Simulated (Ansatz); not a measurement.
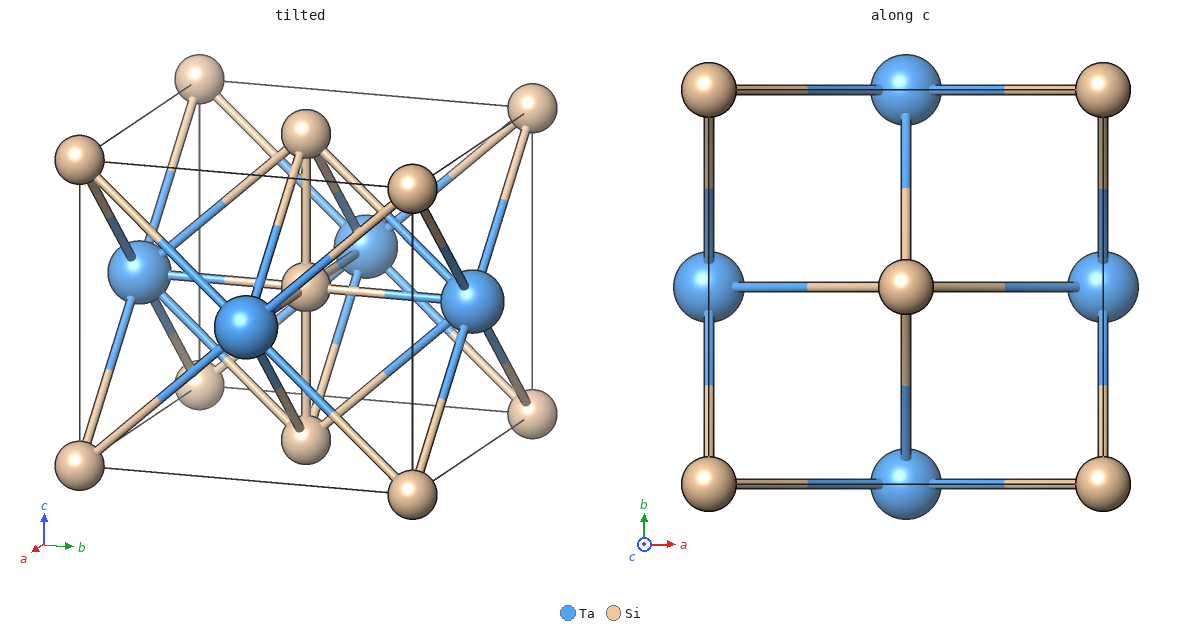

Figure: ball-and-stick view slightly off an axis and along the c axis. The conventional unit cell is drawn as a box. Cell: a = 4.74 Å, b = 4.74 Å, c = 4.22 Å, α = 90.00°, β = 90.00°, γ = 90.00°.

The initial geometry was a random cell made by a generator, so it need not be a real form of the compound. Earlier steps of the study may have refined or changed the cell and positions. An electronic-structure calculation with Ansatz was run on it.

What structure is drawn here?

Answer. The solid is Ta$_{2}$Si$_{3}$. Space group P4/mmm (No. 123), lattice primitive tetragonal. In the cell are 2 Ta, 3 Si, which makes 1 formula unit. The Ta atoms are each bonded to ten Si at about 2.4 to 3.2 Å. Si takes three kinds of site: 1c with eight Ta and two Si (about 3.2 Å to Ta, 2.1 Å to Si); 1d with four Ta and two Si in a distorted octahedral arrangement (about 2.4 Å to Ta, 2.1 Å to Si); 1a with eight Ta in a distorted cubic arrangement at about 3.2 Å. Not all metal-metal contacts are counted. The bonds build a three-dimensional framework.

Computational set-up: DFT PBE, scalar-relativistic, plane waves, PAW in Ansatz, 420 eV cutoff, Brillouin-zone sampling on an 8×8×10 mesh, Gaussian smearing of 0.1 eV, no spin polarisation.

Predict the gap.

Answer. A metal: bands cross the Fermi level.

List the Bader charges.

Answer. Ta +0.79 e; Si -0.63 to -0.39 e.

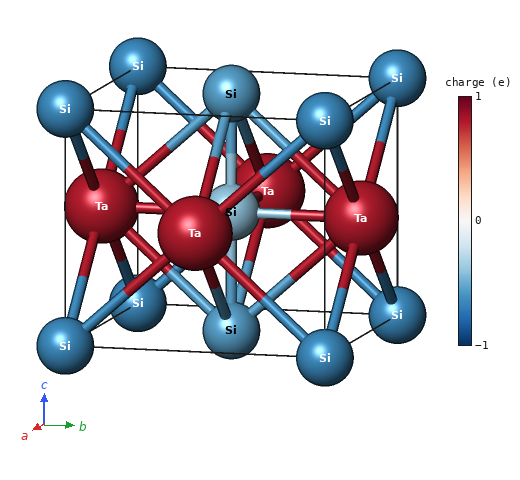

The atoms coloured by those charges. The run's cell of 5 atoms is drawn.

Has the structure come to rest?

Answer. Yes. All forces vanish to within 0.01 eV/Å. The pressure is 0.0 GPa, close to zero.
